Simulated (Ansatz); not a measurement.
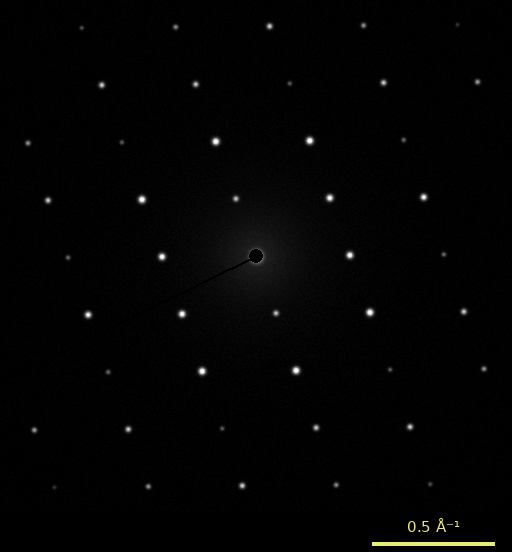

Simulated selected-area electron diffraction pattern (100 kV, kinematic approximation, thin crystal, B = 0.5 Å² for all atoms).

Q: What net do the spots form, and what spacings does it show?

A: The spots form a centred rectangular net whose two shortest vectors correspond to d = 4.02 Å and 2.59 Å, 71.2° apart.

Q: What is the point symmetry of the pattern, intensities included?

A: 2mm. A zero-layer kinematic pattern is always centrosymmetric (Friedel's law).

Q: What was simulated?

A: This cannot be fixed from one zone alone; the pattern is [001] of Ru, space group Cmcm (No. 63), a = 2.74 Å, b = 8.03 Å, c = 2.72 Å. The net vectors are 0 2 0 and 1 1 0. Structure: the input geometry of an electronic-structure calculation (not necessarily at equilibrium); the starting structure was generated, so it need not be a known form of this composition.
